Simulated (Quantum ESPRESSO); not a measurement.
## Geometry relaxation, with input and output: Sc (part 1 of 2)

Sc (P-1, 2 atoms in the cell), computed with Kohn-Sham DFT of a periodic cell, rPW86PBE with rVV10, PseudoDojo 0.4 SR PBE stringent, no spin polarisation (Quantum ESPRESSO 7.5).

The structure derives from a Materials Project entry.

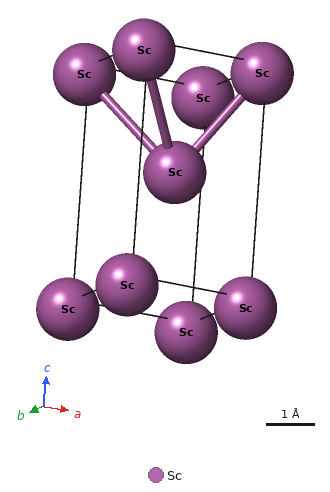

Figure 1. The input geometry (ball-and-stick view of the cell of the calculation, set on other vectors, seen at an oblique angle). An atom can appear more than once, as a periodic image.

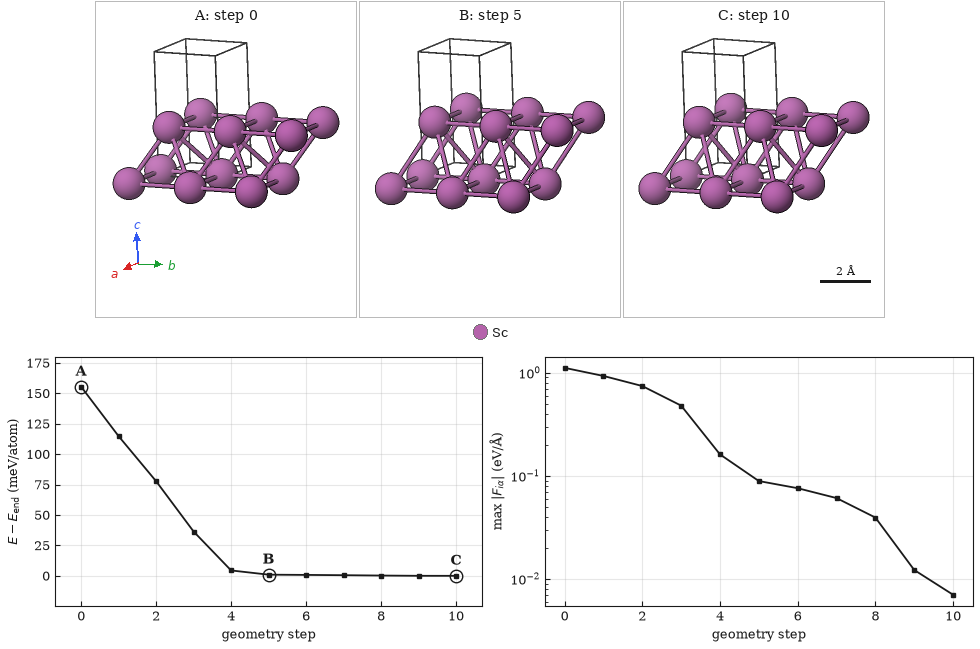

Figure 2. Frames of the relaxation (ball-and-stick view of the cell of the calculation, repeated 2 × 3 × 1, seen slightly off an axis) above the curves, on which the letters mark them (steps are counted from 0).

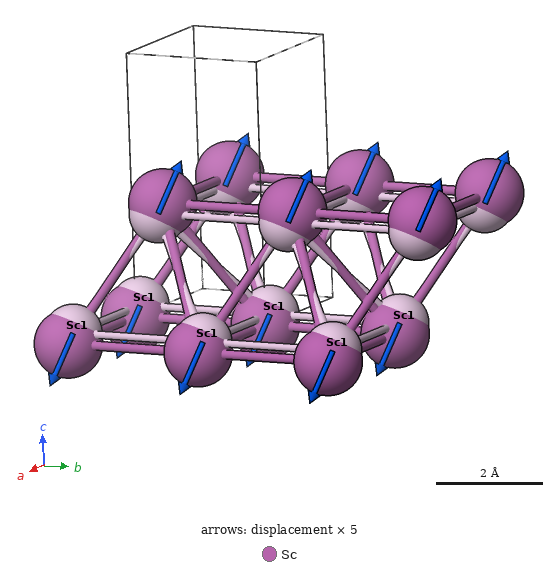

Figure 3. Start (faint) and end (solid) with the displacements as blue arrows, magnified 5 times (ball-and-stick view of the cell of the calculation, repeated 2 × 3 × 1, seen slightly off an axis). After 10 geometry steps the energy has fallen by 155 meV per atom. Largest force component: 1.1 eV/Å at the start, 0.007 eV/Å at the end. The largest moves, 0.22 Å, are those of Sc1 and Sc2. The cell stays as it was. Among the contacts that change: Sc1–Sc2 3.638 → 3.201 Å. The space group (tolerance 0.01 Å) goes from P-1 (No. 2) to C2/m (No. 12). (Atoms are counted from 1 in the order of the input.)

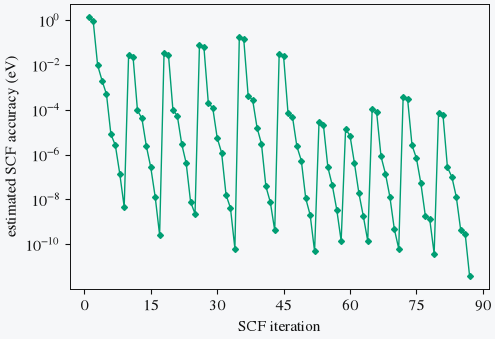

Figure 4. Convergence of the self-consistent field: estimated SCF accuracy against the iteration. The field takes 87 iterations in all.

The input and output of the run follow.

**The input**
```
&CONTROL
  calculation = 'relax'
  prefix = 'pwscf'
  outdir = './tmp'
  pseudo_dir = './pseudo'
  tprnfor = .true.
  disk_io = 'low'
  nstep = 40
  forc_conv_thr = 0.0004
  etot_conv_thr = 1d-05
/
&SYSTEM
  ibrav = 0
  nat = 2
  ntyp = 1
  ecutwfc = 78
  nbnd = 18
  input_dft = 'rvv10'
  occupations = 'smearing'
  smearing = 'fd'
  degauss = 0.01469973
/
&ELECTRONS
  conv_thr = 4d-10
  electron_maxstep = 120
  mixing_beta = 0.5
  startingwfc = 'atomic'
/
&IONS
  ion_dynamics = 'bfgs'
/
ATOMIC_SPECIES
Sc    44.9559 Sc.upf
CELL_PARAMETERS angstrom
   1.9172054900   -1.9172054900   -1.7176030000
   1.9172054900    1.9172054900   -1.7176030000
   3.8344109700    0.0000000000    3.4352060000
ATOMIC_POSITIONS crystal
Sc     0.9576811000    0.0147152500    0.0371594800
Sc     0.5423189000    0.4852847500    0.4628405200
K_POINTS automatic
4 4 2 0 0 0
```

Run as:
```bash
OMP_NUM_THREADS=1 pw.x -in pw.in > pw.out
```

**Log**
```
This program is part of the open-source Quantum ESPRESSO suite
     for quantum simulation of materials; please cite
         "P. Giannozzi et al., J. Phys.:Condens. Matter 21 395502 (2009);
         "P. Giannozzi et al., J. Phys.:Condens. Matter 29 465901 (2017);
         "P. Giannozzi et al., J. Chem. Phys. 152 154105 (2020);
          URL
     in publications or presentations arising from this work. More details at

     IMPORTANT: XC functional enforced from input :
     Exchange-correlation= RVV10
                           (   1   4  13   4  26   0   0)
     Any further DFT definition will be discarded
     Please, verify this is what you really want

     Message from routine setup:
     using ibrav=0 with symmetry is DISCOURAGED, use correct ibrav instead

     G-vector sticks info
     --------------------
     sticks:   dense  smooth     PW     G-vecs:    dense   smooth      PW
     Sum         883     883    261                31711    31711    5049

     Using Slab Decomposition

     bravais-lattice index     =            0
     lattice parameter (alat)  =       6.0653  a.u.
     unit-cell volume          =     340.8370 (a.u.)^3
     number of atoms/cell      =            2
     number of atomic types    =            1
     number of electrons       =        22.00
     number of Kohn-Sham states=           18
     kinetic-energy cutoff     =      78.0000  Ry
     charge density cutoff     =     312.0000  Ry
     scf convergence threshold =      4.0E-10
     mixing beta               =       0.5000
     number of iterations used =            8  plain     mixing
     energy convergence thresh.=      1.0E-05
     force convergence thresh. =      4.0E-04
     Exchange-correlation= RVV10
                           (   1   4  13   4  26   0   0)
     nstep                     =           40

     celldm(1)=   6.065260  celldm(2)=   0.000000  celldm(3)=   0.000000
     celldm(4)=   0.000000  celldm(5)=   0.000000  celldm(6)=   0.000000

     crystal axes: (cart. coord. in units of alat)
               a(1) = (   0.597335  -0.597335  -0.535146 )
               a(2) = (   0.597335   0.597335  -0.535146 )
               a(3) = (   1.194670   0.000000   1.070292 )

     reciprocal axes: (cart. coord. in units 2 pi/alat)
               b(1) = (  0.418525 -0.837051 -0.467162 )
               b(2) = (  0.418525  0.837051 -0.467162 )
               b(3) = (  0.418525  0.000000  0.467162 )

     PseudoPot. # 1 for Sc read from file:
     Sc.upf
     Pseudo is Norm-conserving + core correction, Zval = 11.0
     Generated using ONCVPSP code by D. R. Hamann
     Using radial grid of 1662 points,  6 beta functions with:
                l(1) =   0
                l(2) =   0
                l(3) =   1
                l(4) =   1
                l(5) =   2
                l(6) =   2

     atomic species   valence    mass     pseudopotential
     Sc               11.00    44.95590     Sc( 1.00)

      2 Sym. Ops., with inversion, found ( 1 have fractional translation)

   Cartesian axes

     site n.     atom                  positions (alat units)
         1        Sc     tau(   1) = (   0.6252399  -0.5632667  -0.4806025  )
         2        Sc     tau(   2) = (   1.1667658  -0.0340685  -0.0545435  )

     number of k points=    20  Fermi-Dirac smearing, width (Ry)=  0.0147
                       cart. coord. in units 2pi/alat
        k(    1) = (   0.0000000   0.0000000   0.0000000), wk =   0.0625000
        k(    2) = (  -0.2092627  -0.0000000  -0.2335811), wk =   0.0625000
        k(    3) = (   0.1046314   0.2092627  -0.1167906), wk =   0.1250000
        k(    4) = (  -0.1046314   0.2092627  -0.3503717), wk =   0.1250000
        k(    5) = (  -0.2092627  -0.4185254   0.2335811), wk =   0.0625000
        k(    6) = (  -0.4185254  -0.4185254  -0.0000000), wk =   0.0625000
        k(    7) = (   0.2092627   0.0000000  -0.2335811), wk =   0.1250000
        k(    8) = (   0.0000000  -0.0000000  -0.4671623), wk =   0.1250000
        k(    9) = (  -0.1046314  -0.6277882   0.1167906), wk =   0.1250000
        k(   10) = (  -0.3138941  -0.6277882  -0.1167906), wk =   0.1250000
        k(   11) = (   0.0000000  -0.4185254   0.0000000), wk =   0.1250000
        k(   12) = (  -0.2092627  -0.4185254  -0.2335811), wk =   0.1250000
        k(   13) = (  -0.4185254   0.0000000   0.4671623), wk =   0.0625000
        k(   14) = (  -0.6277882  -0.0000000   0.2335811), wk =   0.0625000
        k(   15) = (  -0.1046314   0.2092627   0.1167906), wk =   0.1250000
        k(   16) = (   0.1046314   0.2092627   0.3503717), wk =   0.1250000
        k(   17) = (   0.2092627  -0.4185254  -0.2335811), wk =   0.0625000
        k(   18) = (   0.4185254  -0.4185254   0.0000000), wk =   0.0625000
        k(   19) = (   0.1046314  -0.6277882  -0.1167906), wk =   0.1250000
        k(   20) = (   0.3138941  -0.6277882   0.1167906), wk =   0.1250000

     Dense  grid:    31711 G-vectors     FFT dimensions: (  36,  36,  60)

     Initial potential from superposition of free atoms

     starting charge      21.9947, renormalised to      22.0000

Carrying out rVV10 run using the following parameters:
Nqs =      20    Nr_points =    1024   r_max =   100.000
b_value =  6.30000    beta =  0.00901
     q_mesh =  0.00010000  0.00030000  0.00058939  0.00100810
               0.00161396  0.00249058  0.00375900  0.00559430
               0.00824984  0.01209221  0.01765183  0.02569619
               0.03733578  0.05417739  0.07854596  0.11380545
               0.16482331  0.23864234  0.34545298  0.50000000

Gradients computed in Reciprocal space

     Starting wfcs are   20 atomic wfcs

     Self-consistent Calculation

     iteration #  1     ecut=    78.00 Ry     beta= 0.50
     Davidson diagonalization with overlap
     ethr =  1.00E-02,  avg # of iterations =  2.2

     Threshold (ethr) on eigenvalues was too large:
     Diagonalizing with lowered threshold

     Davidson diagonalization with overlap
     ethr =  4.23E-04,  avg # of iterations =  3.5

     total energy              =    -193.70796137 Ry
     estimated scf accuracy    <       0.10110696 Ry

     iteration #  2     ecut=    78.00 Ry     beta= 0.50
     Davidson diagonalization with overlap
     ethr =  4.60E-04,  avg # of iterations =  2.4

     total energy              =    -193.73180656 Ry
     estimated scf accuracy    <       0.06658306 Ry

     iteration #  3     ecut=    78.00 Ry     beta= 0.50
     Davidson diagonalization with overlap
     ethr =  3.03E-04,  avg # of iterations =  2.0

     total energy              =    -193.74293065 Ry
     estimated scf accuracy    <       0.00071513 Ry

     iteration #  4     ecut=    78.00 Ry     beta= 0.50
     Davidson diagonalization with overlap
     ethr =  3.25E-06,  avg # of iterations =  5.7

     total energy              =    -193.74314605 Ry
     estimated scf accuracy    <       0.00014564 Ry

     iteration #  5     ecut=    78.00 Ry     beta= 0.50
     Davidson diagonalization with overlap
     ethr =  6.62E-07,  avg # of iterations =  3.1

     total energy              =    -193.74317758 Ry
     estimated scf accuracy    <       0.00003630 Ry

     iteration #  6     ecut=    78.00 Ry     beta= 0.50
     Davidson diagonalization with overlap
     ethr =  1.65E-07,  avg # of iterations =  3.0

     total energy              =    -193.74318338 Ry
     estimated scf accuracy    <       0.00000059 Ry

     iteration #  7     ecut=    78.00 Ry     beta= 0.50
     Davidson diagonalization with overlap
     ethr =  2.67E-09,  avg # of iterations =  6.0

     total energy              =    -193.74318373 Ry
     estimated scf accuracy    <       0.00000019 Ry

     iteration #  8     ecut=    78.00 Ry     beta= 0.50
     Davidson diagonalization with overlap
     ethr =  8.54E-10,  avg # of iterations =  3.4

     total energy              =    -193.74318379 Ry
     estimated scf accuracy    <       0.00000001 Ry

     iteration #  9     ecut=    78.00 Ry     beta= 0.50
     Davidson diagonalization with overlap
     ethr =  5.72E-11,  avg # of iterations =  4.2

     End of self-consistent calculation

          k = 0.0000 0.0000 0.0000 (  3971 PWs)   bands (ev):

   -40.4357 -40.3238 -19.3131 -18.9996 -18.8640 -18.8500 -18.7953 -18.7773
     3.9332   7.3176   9.0405   9.5069   9.9828  10.8182  11.1265  11.5886
    11.7228  12.3995

          k =-0.2093-0.0000-0.2336 (  3990 PWs)   bands (ev):

   -40.4255 -40.3341 -19.2374 -18.9686 -18.9349 -18.8474 -18.8176 -18.8003
     5.3410   5.6409   9.0816   9.3374   9.8974  10.7763  11.3684  11.4863
    11.6914  12.2271

          k = 0.1046 0.2093-0.1168 (  3973 PWs)   bands (ev):

   -40.4072 -40.3255 -19.2811 -19.0911 -18.9255 -18.8928 -18.8524 -18.7900
     5.0620   8.2056   8.8509   9.1448   9.7866  10.5261  11.1093  11.5804
    11.7259  12.1951

          k =-0.1046 0.2093-0.3504 (  3968 PWs)   bands (ev):

   -40.3995 -40.3333 -19.2645 -19.1253 -18.9160 -18.8775 -18.8505 -18.8002
     6.2395   6.5368   8.9865   9.3029   9.8923  10.1571  11.1436  11.5997
    11.9004  12.1544

          k =-0.2093-0.4185 0.2336 (  3964 PWs)   bands (ev):

   -40.3668 -40.3390 -19.2996 -19.1811 -18.9517 -18.9457 -18.8454 -18.8375
     7.4364   7.5872   8.8668   9.0752   9.2887  10.0500  11.3074  11.8061
    12.0262  12.4080

          k =-0.4185-0.4185-0.0000 (  3980 PWs)   bands (ev):

   -40.3625 -40.3433 -19.3369 -19.2340 -18.9607 -18.8870 -18.8198 -18.8182
     7.3005   7.3804   8.9343   9.3361   9.7482  10.1283  11.2147  11.7309
    11.9838  12.6797

          k = 0.2093 0.0000-0.2336 (  3962 PWs)   bands (ev):

   -40.4006 -40.3101 -19.2679 -19.0762 -19.0250 -18.9462 -18.8790 -18.7966
     5.5039   8.1080   8.6418   9.6057  10.0389  10.3832  10.7804  11.5961
    11.8350  12.1027

          k = 0.0000-0.0000-0.4672 (  3959 PWs)   bands (ev):

   -40.3927 -40.3182 -19.2276 -19.0562 -19.0194 -18.9736 -18.8924 -18.8259
     6.4899   7.0542   9.1430   9.7073   9.8700  10.4433  10.8317  11.0213
    11.4688  12.2342

          k =-0.1046-0.6278 0.1168 (  3951 PWs)   bands (ev):

   -40.3672 -40.3166 -19.2780 -19.1677 -19.0671 -18.9409 -18.9160 -18.8478
     7.4571   8.0320   8.4480   9.1047   9.2646  10.5731  11.7350  11.8075
    12.2047  12.6566

          k =-0.3139-0.6278-0.1168 (  3966 PWs)   bands (ev):

   -40.3619 -40.3220 -19.2889 -19.1837 -19.0566 -18.9542 -18.8874 -18.8469
     7.8199   8.1559   8.6064   8.9191   9.6128  10.1858  11.0929  11.3447
    12.2921  12.7434

          k = 0.0000-0.4185 0.0000 (  3994 PWs)   bands (ev):

   -40.3777 -40.3282 -19.2534 -19.0994 -19.0465 -18.9420 -18.8987 -18.8225
     6.5078   8.5788   8.7366   9.1669   9.7470  10.4058  10.9392  11.7018
    11.7925  12.3359

          k =-0.2093-0.4185-0.2336 (  3964 PWs)   bands (ev):

   -40.3737 -40.3323 -19.2816 -19.1619 -19.0296 -18.9277 -18.8596 -18.7995
     7.4853   7.6230   8.6957   9.0790   9.6083   9.6796  11.4647  11.6943
    12.1029  12.1786

          k =-0.4185 0.0000 0.4672 (  3928 PWs)   bands (ev):

   -40.3639 -40.2979 -19.2567 -19.2294 -19.1266 -18.9737 -18.9525 -18.8303
     7.3944   7.6961   8.0767   9.1169   9.7775  11.7917  12.2325  12.7326
    12.8360  13.0237

          k =-0.6278-0.0000 0.2336 (  3934 PWs)   bands (ev):

   -40.3575 -40.3043 -19.2360 -19.2051 -19.0998 -18.9984 -18.9686 -18.8661
     7.9602   8.1531   8.5472   8.9006   9.7088  10.5191  11.3061  11.6353
    12.9698  13.1224

          k =-0.1046 0.2093 0.1168 (  3973 PWs)   bands (ev):

   -40.4113 -40.3215 -19.2778 -19.0907 -18.9559 -18.8965 -18.8201 -18.7902
     5.0599   8.1374   8.7174   9.2609   9.8347  10.5713  11.1480  11.5531
    11.7202  12.2175

          k = 0.1046 0.2093 0.3504 (  3968 PWs)   bands (ev):

   -40.4040 -40.3288 -19.2595 -19.1244 -18.9337 -18.8832 -18.8431 -18.7888
     6.2401   6.5238   9.0278   9.1975   9.7287  10.3626  11.1009  11.6218
    11.9754  12.2019

          k = 0.2093-0.4185-0.2336 (  3964 PWs)   bands (ev):

   -40.3828 -40.3232 -19.2685 -19.2045 -19.0313 -18.8811 -18.8781 -18.7941
     7.4220   7.5659   8.7643   9.0854   9.1565  10.2652  11.3206  11.6321
    12.2537  12.3863

          k = 0.4185-0.4185 0.0000 (  3980 PWs)   bands (ev):

   -40.3800 -40.3259 -19.3097 -19.2496 -18.9969 -18.8761 -18.8505 -18.7710
     7.3010   7.3377   9.0319   9.2503   9.4416  10.2770  11.4120  11.6448
    12.1598  12.5586

          k = 0.1046-0.6278-0.1168 (  3951 PWs)   bands (ev):

   -40.3734 -40.3105 -19.2497 -19.1771 -19.1082 -18.9407 -18.9192 -18.8209
     7.4387   8.0267   8.3773   9.1211   9.3988  10.4008  11.6759  11.7684
    12.4748  12.6787

          k = 0.3139-0.6278 0.1168 (  3966 PWs)   bands (ev):

   -40.3688 -40.3151 -19.2628 -19.1913 -19.0898 -18.9518 -18.9029 -18.8177
     7.8056   8.0757   8.7350   8.8853   9.7410   9.8649  11.1624  11.4537
    12.3418  12.7635

     the Fermi energy is     8.9658 ev

!    total energy              =    -193.74318379 Ry
     estimated scf accuracy    <          3.4E-10 Ry
     smearing contrib. (-TS)   =      -0.03759943 Ry
     internal energy E=F+TS    =    -193.70558436 Ry

     The total energy is F=E-TS. E is the sum of the following terms:
     one-electron contribution =     -81.96876135 Ry
     hartree contribution      =      44.81777733 Ry
     xc contribution           =     -32.57267524 Ry
     ewald contribution        =    -123.98192510 Ry

     convergence has been achieved in   9 iterations

     Forces acting on atoms (cartesian axes, Ry/au):

     atom    1 type  1   force =    -0.03071474   -0.02039513   -0.04341316
     atom    2 type  1   force =     0.03071474    0.02039513    0.04341316

     Total force =     0.080549     Total SCF correction =     0.000115

     BFGS Geometry Optimization
     Energy error            =      6.5E-03 Ry
     Gradient error          =      4.3E-02 Ry/Bohr

     number of scf cycles    =   1
     number of bfgs steps    =   0

     energy             new  =    -193.7431837910 Ry

     new trust radius        =       0.0569566436 bohr
     new conv_thr            =       0.0000000004 Ry

ATOMIC_POSITIONS (crystal)
Sc               0.9617201451        0.0131249349        0.0316962530
Sc               0.5382798549        0.4868750651        0.4683037470

     NEW-OLD atomic charge density approx. for the potential

     Self-consistent Calculation

     iteration #  1     ecut=    78.00 Ry     beta= 0.50
     Davidson diagonalization with overlap
     ethr =  1.00E-06,  avg # of iterations =  8.3

     total energy              =    -193.74834390 Ry
     estimated scf accuracy    <       0.00208886 Ry

[... 67 further cycles ...]
     iteration #  7     ecut=    78.00 Ry     beta= 0.50
     Davidson diagonalization with overlap
     ethr =  6.55E-13,  avg # of iterations =  4.8

     total energy              =    -193.76602098 Ry
     estimated scf accuracy    <          9.6E-11 Ry

     iteration #  8     ecut=    78.00 Ry     beta= 0.50
     Davidson diagonalization with overlap
     ethr =  4.38E-13,  avg # of iterations =  2.0

     End of self-consistent calculation

          k = 0.0000 0.0000 0.0000 (  3971 PWs)   bands (ev):

   -40.4877 -40.4265 -19.2813 -19.0380 -18.9288 -18.9208 -18.9148 -18.8961
     3.8763   7.3627   9.1281   9.7101  10.0802  10.7724  10.7745  11.4199
    11.8213  12.1960
```
